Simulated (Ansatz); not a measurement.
```
Cu O
1.0
     3.83394    0.00000    5.05807
     0.00000    3.42300    0.00000
    -5.53406    0.00000    5.05807
Cu O
8 8
Direct
  0.12500 0.25000 0.87500
  0.62500 0.25000 0.37500
  0.37500 0.75000 0.62500
  0.87500 0.75000 0.12500
  0.37500 0.75000 0.12500
  0.87500 0.75000 0.62500
  0.12500 0.25000 0.37500
  0.62500 0.25000 0.87500
  0.12500 0.41840 0.12500
  0.62500 0.41840 0.62500
  0.37500 0.91840 0.87500
  0.87500 0.91840 0.37500
  0.37500 0.58160 0.37500
  0.87500 0.58160 0.87500
  0.12500 0.08160 0.62500
  0.62500 0.08160 0.12500
```

Space group C2/c; computed pressure about 9 GPa in this cell; Hubbard U of 8 eV on Cu d only.

Method: Ansatz 0.2.0, DFT PBE+U, spin-orbit coupling, plane waves, PAW.

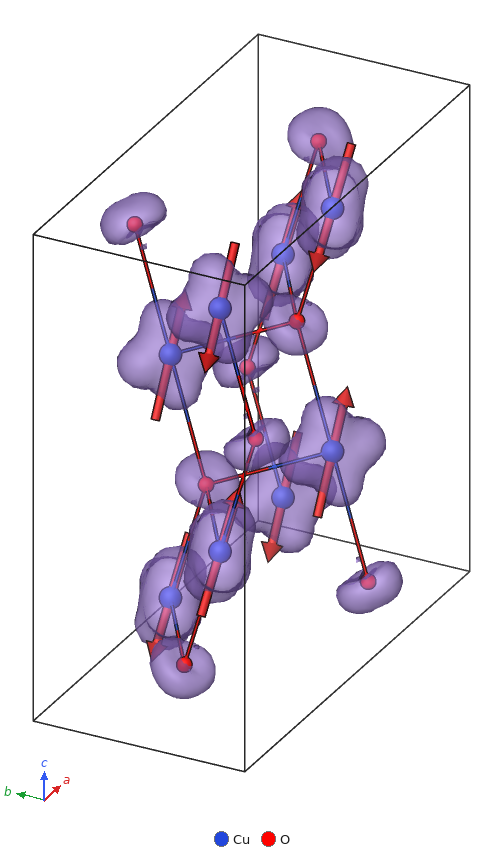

CuO. Isosurface of the size of the magnetisation density at 0.15 e/Å³ (purple), with the spin moments of the magnetic sites as arrows; seen at an oblique angle.

The density is the valence pseudo-density of a PAW calculation; it isn't the true density close to the nuclei.

Q: Describe the magnetic structure.

A: Spin moments: Cu 0.6 μB. They are collinear, and cancel (antiferromagnetic).
